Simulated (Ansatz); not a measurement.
## Energy of GdO along an even scaling of the cell

System: GdO (F-43m, 2 atoms in the cell).
Method: Kohn-Sham DFT of a periodic cell, r2SCAN, Ansatz PAW, spin-polarised (Ansatz 0.2.0).

The 7 runs differ only in the geometry, by an even scaling of the cell at fixed fractional positions. The structure was built on a prototype by a generator; it need not be a known phase.

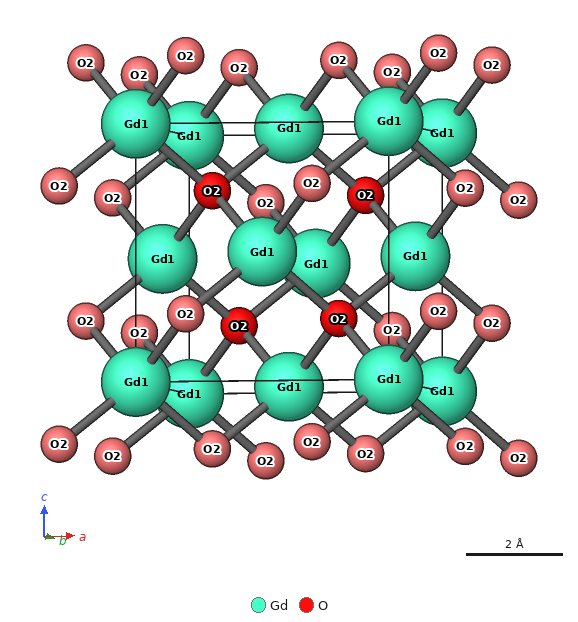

Figure 1. The structure of run 4 (ball-and-stick view of the cell 4 times as large as that of the calculation, set on its symmetry axes, seen at an oblique angle; neighbours outside the cell are drawn fainter; atoms are numbered from 1 in the order of the input).

### Input of run 4
```yaml
crystal:
  lattice:
    - [0.0, 2.7, 2.7]
    - [2.7, 0.0, 2.7]
    - [2.7, 2.7, 0.0]
  atoms:
    - { symbol: Gd, position: [0.0, 0.0, 0.0], spin: 7.0 }
    - { symbol: O, position: [0.25, 0.25, 0.25] }
hamiltonian:
  xc: r2scan
  pseudopotentials: { kind: paw }
magnetization:
  spin_polarized: true
kpoints:
  mp_grid: { grid: [9, 9, 9] }
scf:
  occupations: { method: fermi_dirac, width: 0.05 }
output:
  forces: true
  stress: true
  eigenvalues: true
```

Command:
```bash
ansatz run input.yaml --threads 2 --pin off --max-ram 5632MiB --backend cpu --events-out ev --progress --plain --runs-dir out
```

Lattice vectors (Å) and fractional positions of run 4:
```
   0.000000    2.700000    2.700000
   2.700000    0.000000    2.700000
   2.700000    2.700000    0.000000
Gd  0.000000  0.000000  0.000000
O   0.250000  0.250000  0.250000
```

Run 2 differs from it as follows:
```diff
-    - [0.0, 2.7, 2.7]
-    - [2.7, 0.0, 2.7]
-    - [2.7, 2.7, 0.0]
+    - [0.0, 2.6635090403, 2.6635090403]
+    - [2.6635090403, 0.0, 2.6635090403]
+    - [2.6635090403, 2.6635090403, 0.0]
```

### Results, with one run withheld

| run | volume per atom (Å³) | free energy per atom, from the lowest run given (meV) | pressure (GPa) |
| --- | --- | --- | --- |
| 1 | 18.502 | 10.49 | 4.67 |
| 2 | 18.896 | ? | ? |
| 3 | 19.289 | 0.00 | −0.22 |
| 4 | 19.683 | 3.16 | −2.31 |
| 5 | 20.077 | 11.20 | −4.20 |
| 6 | 20.470 | 23.65 | −5.90 |
| 7 | 20.864 | 40.07 | −7.43 |

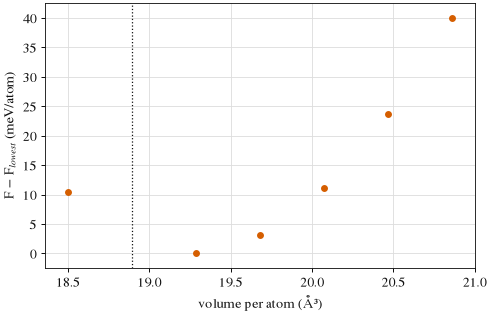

Figure 2. Free energy per atom of the runs given; the dotted line marks run 2.

Fit the runs given and predict run 2.

A cubic polynomial in V^(−2/3) (the Birch–Murnaghan form), fitted to the 6 runs given, misses them by at most 0.01 meV per atom. With x = V^(−2/3) − 0.13669 Å⁻², it reads F = 4.8424 − 3841.9 x + 7.5697e+05 x² + 1.1655e+05 x³ (meV per atom). At run 2 it gives 2.24 meV per atom, and the run itself gives 2.24. The slope of the fit gives a pressure −dF/dV of 2.09 GPa there, and the run prints 2.10 GPa. The fit has its minimum at 19.249 Å³ per atom, where V d²F/dV² gives 109 GPa: the bulk modulus at this level, since symmetry fixes the shape and the positions.

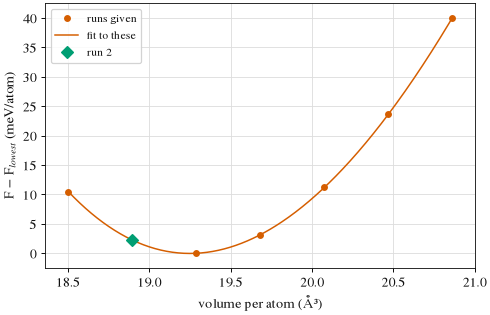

Figure 3. The fit and the withheld run.

### Output, shortened to warnings, some set-up lines, iterations and results (run 2)
```
Basis set: ecut = 500 eV, 941 PW (Γ), exchange–correlation on 120×120×120 points (64 copies of the dense FFT grid, shifted against one another)
Symmetry: 24 space group operations
k-points: 35 of 729 (time reversal used)
Initial density: superposition of atomic densities (chi_scale 0.1, normalization cell, long waves kept (reshape's long-wave potential 0.00 eV rms))
[...]
SCF iter   1: F=—  HF=-9917.832648 eV  |F-HF|=—  |Δ(HF+E_count)|=         —  Δρ=5.28e-2 (↑5.28e-2 ↓3.58e-2)  dr2=2.09e0  dr2_τ=3.34e-2  dr2_m=1.65e-1  M=6.989 μB ∫|m|=7.112 …
SCF iter   2: F=—  HF=-9917.549782 eV  |F-HF|=—  |Δ(HF+E_count)|=   2.83e-1  Δρ=2.05e-2 (↑2.05e-2 ↓1.84e-2)  dr2=4.77e-1  dr2_τ=9.53e-3  dr2_m=9.05e-3  M=7.173 μB ∫|m|=7.271 …
SCF iter   3: F=—  HF=-9917.581550 eV  |F-HF|=—  |Δ(HF+E_count)|=   3.18e-2  Δρ=1.26e-2 (↑1.18e-2 ↓1.26e-2)  dr2=1.67e-1  dr2_τ=1.36e-3  dr2_m=5.18e-3  M=7.441 μB ∫|m|=7.493 …
SCF iter   4: F=—  HF=-9917.708070 eV  |F-HF|=—  |Δ(HF+E_count)|=   1.27e-1  Δρ=1.09e-2 (↑7.63e-3 ↓1.09e-2)  dr2=8.95e-2  dr2_τ=4.60e-4  dr2_m=3.23e-3  M=7.649 μB ∫|m|=7.661 …
SCF iter   5: F=—  HF=-9917.842058 eV  |F-HF|=—  |Δ(HF+E_count)|=   1.34e-1  Δρ=8.04e-3 (↑5.80e-3 ↓8.04e-3)  dr2=5.00e-2  dr2_τ=2.92e-4  dr2_m=1.35e-3  M=7.801 μB ∫|m|=7.802 …
[... 8 lines ...]
SCF iter  14: F=—  HF=-9918.000226 eV  |F-HF|=—  |Δ(HF+E_count)|=   7.67e-6  Δρ=5.49e-5 (↑3.18e-5 ↓5.49e-5)  dr2=1.03e-6  dr2_τ=2.03e-8  dr2_m=3.05e-7  M=7.939 μB ∫|m|=7.940 …
SCF iter  15: F=—  HF=-9918.000228 eV  |F-HF|=—  |Δ(HF+E_count)|=   2.20e-6  Δρ=1.66e-5 (↑1.63e-5 ↓1.66e-5)  dr2=2.48e-7  dr2_τ=3.70e-9  dr2_m=1.91e-9  M=7.939 μB ∫|m|=7.940 …
SCF iter  16: F=—  HF=-9918.000230 eV  |F-HF|=—  |Δ(HF+E_count)|=   1.85e-6  Δρ=6.13e-6 (↑3.66e-6 ↓6.13e-6)  dr2=1.63e-8  dr2_τ=4.49e-10  dr2_m=2.60e-9  M=7.938 μB ∫|m|=7.940 …
SCF iter  17: F=-9918.000230 eV  HF=-9918.000230 eV  |F-HF|=1.47e-8  |Δ(HF+E_count)|=   3.18e-8  Δρ=2.06e-6 (↑2.06e-6 ↓2.00e-6)  dr2=2.53e-9  dr2_τ=6.62e-11  dr2_m=2.64e-11  …
SCF 1 converged in 17 iterations: F = -9918.000230 eV  dr2 = 2.53e-9
this state was not tested for a lower state beside it, because the mixer in use, unlike msr1, does not test its closes by its own steps (another_mixer; see scf.mixing.algorithm and scf.lower_state_search)
SCF converged after 17 iterations
Magnetization: 7.9384 μB (15.9692 up, 8.0308 down)
Absolute magnetization: 7.9396 μB (∫|ρ↑−ρ↓|, with the PAW one-centre terms)
Spin contamination: 0.0117 ħ² per cell (⟨S²⟩ above its minimum at these occupations)
Per-site moments (μB) at R_I (Å): [(7.013430814567281, 0.9514999279950903), (0.03949797346344547, 0.9514999279950903)]
Free energy (F): -9918.000230 eV
Harris-Foulkes:  -9918.000230 eV  (|F-HF|=1.47e-8)
Internal energy: -9917.995289 eV  (E = F + TS)
E sigma→0 (E₀):  -9917.997759 eV
Entropy (-TS):   -0.004941 eV (-2.470 meV/atom)
Fermi energy:    13.009947 eV
--- Per-component energies (eV) ---
  E_band       = -31.279615
  E_kinetic    = 582.061953
  E_local      = -2432.148903  (includes V_loc(G=0)·N_el)
  E_nonlocal   = 331.226251
  E_hartree    = 994.208141
  E_xc         = -301.206979
  E_vxc        = -391.753584  (∫ρ·V_xc dr)
  E_paw        = -6627.498454  (= ΣΔE_a)
  E_vpaw       = -131.310925  (= ΣTr[D̂ρ^β])
  E_aug_tail   = 0.000966  (compensation charges beyond the density's cutoff)
  E_vtau       = 22.229984  (kinetic-family band-sum trace: ∫τ·v_τ [+ j·A + Jᵃ·Aᵃ] dr)
  E_ewald      = -2464.945648
  E_core_change = 0.307384  (= ΣΔE_core)
  E_smearing   = -0.004941  (= −TS)
  E_closure    = 0.000000  (closes the sum)
  Σ components = -9918.000230   (vs F -9918.000230, Δ=0.00e0)
--- Forces (eV/Å), atoms counted from 1 ---
  atom   1  Gd     0.00000000    -0.00000000     0.00000000
  atom   2  O     -0.00000000     0.00000000    -0.00000000
  max |Σ_I F_I| component: 1.57e-16 eV/Å
--- Stress (GPa, compression-positive) ---
        2.095471       0.000000      -0.000000
        0.000000       2.095471      -0.000000
       -0.000000       0.000000       2.095471
  P = ⅓ Tr σ = 2.0955 GPa (20.955 kbar)
```

Warnings of the run: the state was not tested for a lower one. Points of doubt noted for this run: state may lie high.
